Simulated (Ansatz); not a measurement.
SiNi: several calculations on one system

### Relaxation

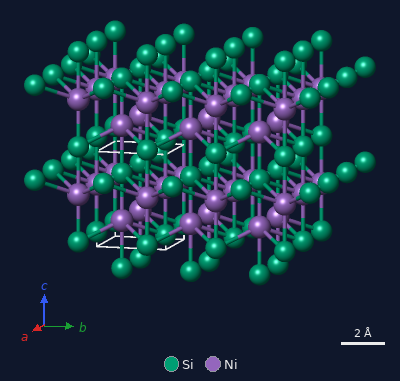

A crystal of SiNi (set up in Pmmn), before the relaxation. The picture is a ball-and-stick view of the cell of the calculation, repeated 2 × 3 × 2 with one cell outlined, seen slightly off an axis.

Case: biaxial strain in the a-b plane of +4.5 %; c and atoms relaxed.

Computed with Ansatz 0.2.0, DFT PBEsol, scalar-relativistic, plane waves, PAW.

The input:
```yaml
crystal:
  lattice:
    - [3.1295539941, 0.0, 0.0]
    - [0.0, 3.3801542946, 0.0]
    - [0.0, 0.0, 4.5463123507]
  atoms:
    - { symbol: Si, position: [0.5, 0.5, 0.8424871115] }
    - { symbol: Si, position: [0.0, 0.0, 0.1575128885] }
    - { symbol: Ni, position: [0.5, 0.5, 0.3442449349] }
    - { symbol: Ni, position: [0.0, 0.0, 0.6557550651] }
basis:
  ecutwfc: 420
kpoints:
  mp_grid: { grid: [18, 16, 12] }
hamiltonian:
  xc: pbesol
scf:
  occupations: { method: gaussian, width: 0.1 }
output:
  forces: true
  stress: true
  eigenvalues: true
relax:
  adjacent_minimum: "off"
  f_tol: 0.008
  max_steps: 40
  cell: { stress_tol: 0.015, fix: [a, b, gamma] }
```

Launched with:
```bash
ansatz run input.yaml --threads 1 --pin off --max-ram 2560MiB --backend cpu --events-out ev --progress --plain --runs-dir out
```

> Predict the outcome.

No atom moves by more than 0.005 Å relative to the cell. Cell: a unchanged at 3.130 Å, b unchanged at 3.380 Å, c 4.546 → 4.570 Å (+0.5 %). Volume +0.5 %. Some distances before and after: Si1–Ni3 2.281 → 2.295 Å, Si1–Ni3 (another image) 2.265 → 2.275 Å. The space group stays Pmmn (No. 59). After 4 accepted moves (5 points after the start) the energy has fallen by 0.6 meV per atom. Largest force component: 0.07 eV/Å at the start, under 0.0001 eV/Å at the end. Pressure: −7.20 GPa at the start and −8.42 GPa at the end. At 1 point the geometry stayed and the basis and grid were re-selected for the new cell (energy shift of less than 0.05 meV per atom at most each time).

Limits of the set-up: an element that often carries a moment was run without spin polarisation.

### Relaxation

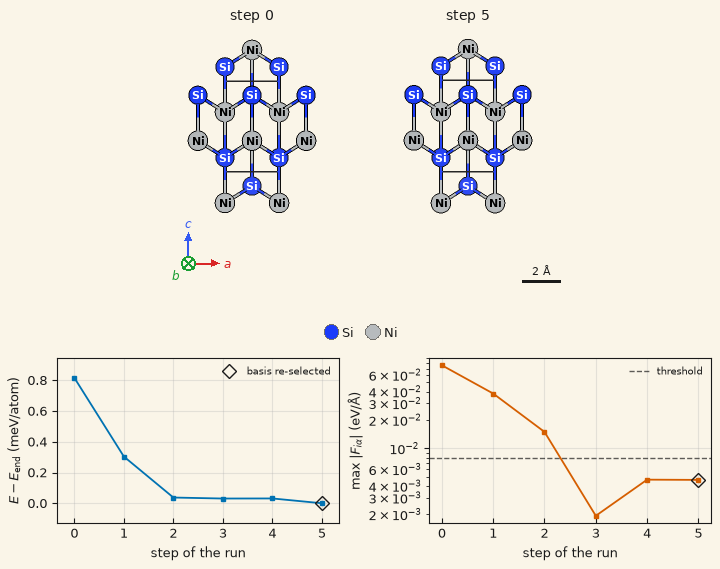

First and last geometry of a relaxation of crystalline SiNi (set up in Pmmn), with the history of the run. Style: ball-and-stick. Shown: the cell of the calculation, along the b axis.

Case: biaxial strain in the a-b plane of -4.5 %; c and atoms relaxed.

Method: Ansatz 0.2.0, DFT PBEsol, scalar-relativistic, plane waves, PAW.

Input file:
```yaml
crystal:
  lattice:
    - [2.8600230281, 0.0, 0.0]
    - [0.0, 3.0890405276, 0.0]
    - [0.0, 0.0, 4.7986256774]
  atoms:
    - { symbol: Si, position: [0.5, 0.5, 0.8432783786] }
    - { symbol: Si, position: [0.0, 0.0, 0.1567216214] }
    - { symbol: Ni, position: [0.5, 0.5, 0.342710365] }
    - { symbol: Ni, position: [0.0, 0.0, 0.657289635] }
basis:
  ecutwfc: 420
kpoints:
  mp_grid: { grid: [18, 16, 12] }
hamiltonian:
  xc: pbesol
scf:
  occupations: { method: gaussian, width: 0.1 }
output:
  forces: true
  stress: true
  eigenvalues: true
relax:
  adjacent_minimum: "off"
  f_tol: 0.008
  max_steps: 40
  cell: { stress_tol: 0.015, fix: [a, b, gamma] }
```

Launched with:
```bash
ansatz run input.yaml --threads 1 --pin off --max-ram 2560MiB --backend cpu --events-out ev --progress --plain --runs-dir out
```

Question: Read the history and describe the run.

Answer: It converged. The atoms keep their places relative to the cell (all moves are under 0.005 Å). The volume changes by +0.8 %, with a unchanged at 2.860 Å, b unchanged at 3.089 Å, c 4.799 → 4.836 Å (+0.8 %). Some distances before and after: Si1–Ni3 2.402 → 2.424 Å. The space group stays Pmmn (No. 59). The energy falls by 0.8 meV per atom in 4 accepted moves (5 points after the start). Largest force component: 0.076 eV/Å at the start, 0.0046 eV/Å at the end. The pressure goes from 13.37 to 11.27 GPa. At 1 point the geometry stayed and the basis and grid were re-selected for the new cell (energy shift of less than 0.05 meV per atom at most each time).

```csv
step,"E − E(0), meV/atom","largest force component, eV/Å","pressure, GPa","volume, Å³/atom",note
0,0.00,0.0761,13.37,10.599,
1,-0.51,0.0382,12.53,10.629,
2,-0.78,0.0150,11.39,10.674,
3,-0.79,0.0019,11.36,10.677,
4,-0.78,0.0047,11.26,10.681,
5,-0.82,0.0046,11.27,10.681,"same geometry, new basis"
```

Limits of the set-up: an element that often carries a moment was run without spin polarisation.

### A change

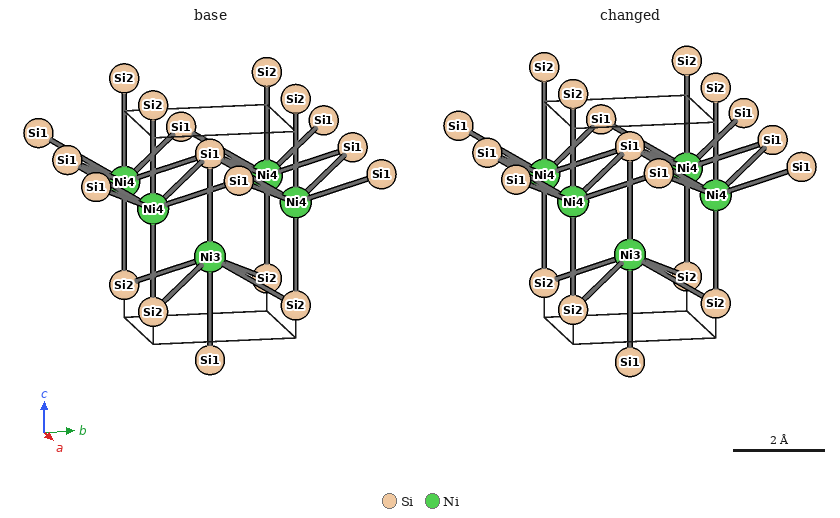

Left: a crystal of SiNi (set up in Pmmn). Right: the same structure after one change, at the same scale. Style: ball-and-stick. Shown: the cell of the calculation, slightly off an axis.

Method: DFT PBEsol, scalar-relativistic, plane waves, PAW (Ansatz). Set-up: plane-wave cutoff 420 eV; k-point mesh 18 × 16 × 12; occupations gaussian; smearing width 0.1 eV; no spin polarisation.

> What was changed?

Strain along c alone, +4.5 %, is applied. The other axes are held and the atoms relaxed.

> How do the computed properties respond?

Energy change: +25.8 meV per atom. The pressure goes from 0.0 to −8.3 GPa. The principal stresses (compression positive) are −5.0 GPa along b, −5.4 GPa along a, −14.7 GPa along c. The volume changes by +4.5 %, with a unchanged at 2.995 Å, b unchanged at 3.235 Å, c 4.672 → 4.883 Å (+4.5 %). The largest moves relative to the cell, 0.024 Å, are those of Ni3 and Ni4. Ni4 goes along +c. Largest moves by element: Ni 0.024 Å, Si 0.012 Å. Near-neighbour distances before and after: Ni–Si 2.336 → 2.432 to 2.450 Å. The space group stays Pmmn (No. 59).

Limits of the set-up: an element that often carries a moment was run without spin polarisation.

### Series

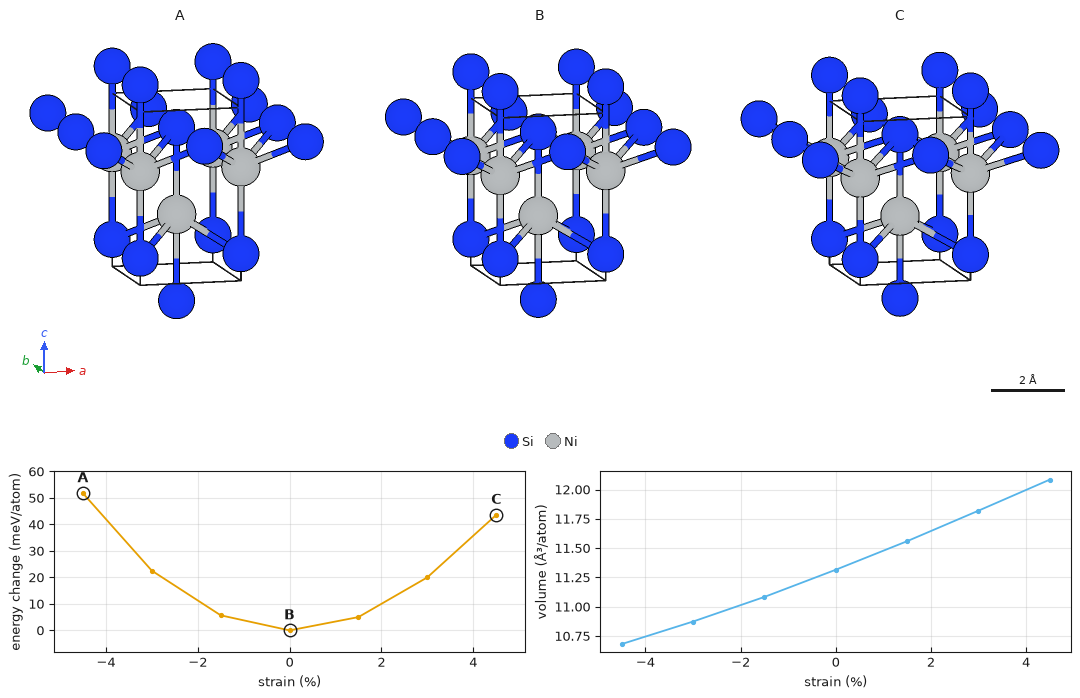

Members of a series of calculations on crystalline SiNi (set up in Pmmn), marked on the first curve. A ball-and-stick model of the cell of the calculation, seen slightly off an axis.

Level of theory: Ansatz, DFT PBEsol, scalar-relativistic, plane waves, PAW. Settings: plane-wave cutoff 420 eV; k-point mesh 18 × 16 × 12; occupations gaussian; smearing width 0.1 eV; no spin polarisation.

> Which kind of strain is it, and how does the structure respond?

Biaxial strain in the a–b plane, c and atoms relaxed. A (strain −4.5 %): energy change 51.8 meV/atom, volume 10.68 Å³ per atom. B (strain 0.0 %): energy change 0.0 meV/atom, volume 11.32 Å³ per atom. C (strain 4.5 %): energy change 43.6 meV/atom, volume 12.08 Å³ per atom. The rest compares A with C. Cell: a 2.860 → 3.130 Å (+9.4 %), b 3.089 → 3.380 Å (+9.4 %), c 4.836 → 4.570 Å (−5.5 %). Volume +13.1 %. Some distances before and after: Ni–Si 2.290 → 2.458 Å, Ni–Si 2.418 → 2.275 to 2.295 Å.

Limits of the set-up: an element that often carries a moment was run without spin polarisation.

### Series

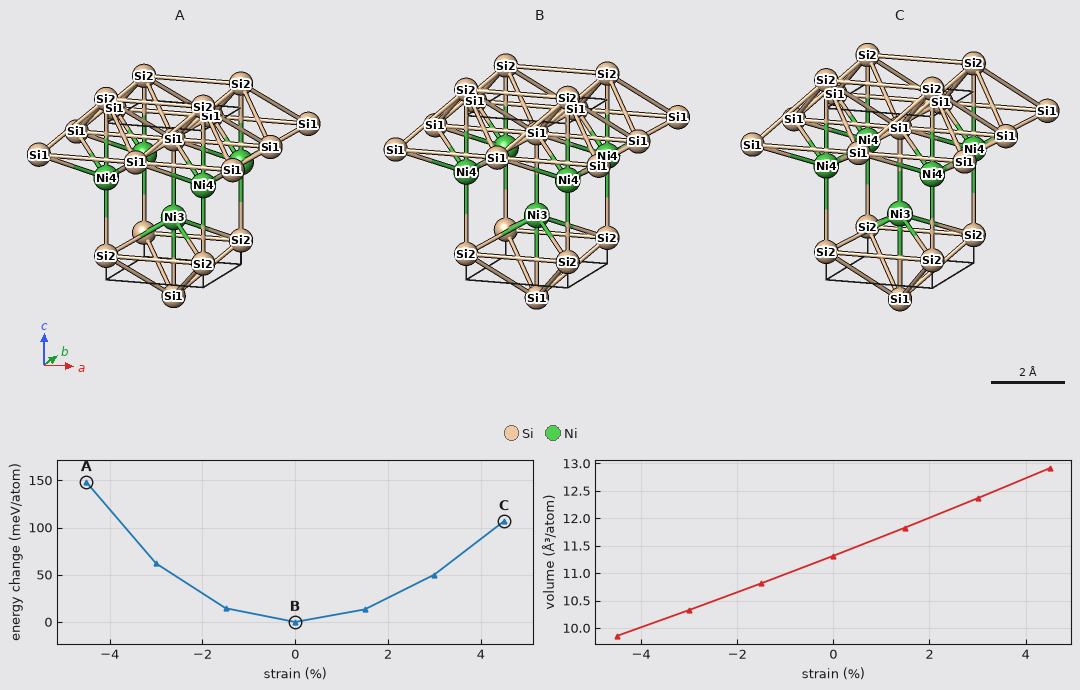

Members of a series of calculations on solid SiNi (set up in Pmmn), marked on the first curve. The picture is a ball-and-stick view of the cell of the calculation, seen slightly off an axis.

Theory: DFT PBEsol, scalar-relativistic, plane waves, PAW (Ansatz). (plane-wave cutoff 420 eV; k-point mesh 18 × 16 × 12; occupations gaussian; smearing width 0.1 eV; no spin polarisation)

Q: Describe the series.

A: Equal strain along all axes, cell held, atoms relaxed. A (strain −4.5 %): energy change 148 meV/atom, volume 9.86 Å³ per atom. B (strain 0.0 %): energy change 0.0 meV/atom, volume 11.32 Å³ per atom. C (strain 4.5 %): energy change 107 meV/atom, volume 12.91 Å³ per atom. The rest compares A with C. The volume changes by +31.0 %, with a 2.860 → 3.130 Å (+9.4 %), b 3.089 → 3.380 Å (+9.4 %), c 4.462 → 4.883 Å (+9.4 %). Near-neighbour distances before and after: Si–Si 2.508 → 2.798 Å, Si–Si 2.860 → 3.130 Å, Ni–Si 2.224 → 2.449 Å.

Limits of the set-up: an element that often carries a moment was run without spin polarisation.

### Scan

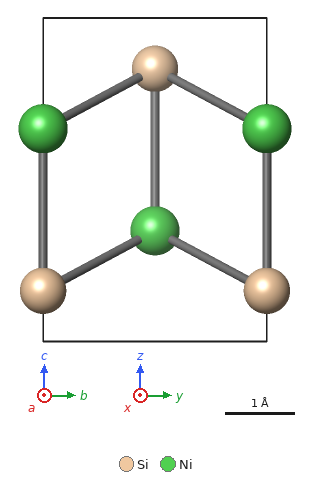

Crystalline SiNi (Pmmn): the ratio of the cell's length along z to its lengths across, counted as 1 for the reference, is changed at fixed volume (a c/a path), with the atoms kept at their fractional coordinates. x, y and z are the Cartesian axes of the input. The picture shows the reference cell. The picture is a ball-and-stick view of the cell of the calculation, seen along the a axis.

Level of theory: Ansatz, DFT PBE, scalar-relativistic, plane waves, PAW. (plane-wave cutoff 420 eV; k-point mesh 18 × 16 × 12; occupations gaussian; smearing width 0.15 eV; no spin polarisation). Energies (free energies at the smearing named) are counted from the relaxed crystal.

```xyz
4
Lattice="3.0553 0.0000 0.0000 0.0000 3.2583 0.0000 0.0000 0.0000 4.7094" Properties=species:S:1:pos:R:3 pbc="T T T"
Si    1.5276    1.6292    3.9709
Si    3.0553    0.0000    0.7385
Ni    1.5276    1.6292    1.6121
Ni    3.0553    3.2583    3.0973
```

What energies does the calculation give (the relative ratio: 0.80, 0.85, 0.92, 0.96, 1.00, 1.05, 1.10, 1.20, 1.30)?

Answer.
| axial ratio over its reference value | energy change (meV/atom) |
| --- | --- |
| 0.80 | 462 |
| 0.85 | 218 |
| 0.92 | 49 |
| 0.96 | 11 |
| 1.00 | 0 |
| 1.05 | 12 |
| 1.10 | 42 |
| 1.20 | 126 |
| 1.30 | 226 |

Of the computed points the lowest is at the relative ratio 1.00, 0 meV/atom. The distortion keeps the space group Pmmn. At the relative ratio 1.30 the cell of the drawing goes a 3.055 → 2.799 Å, b 3.258 → 2.985 Å, c 4.709 → 5.610 Å.

As a plot:

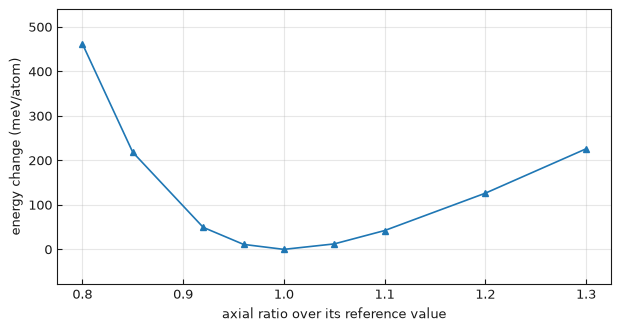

Limits of the set-up: an element that often carries a moment was run without spin polarisation.
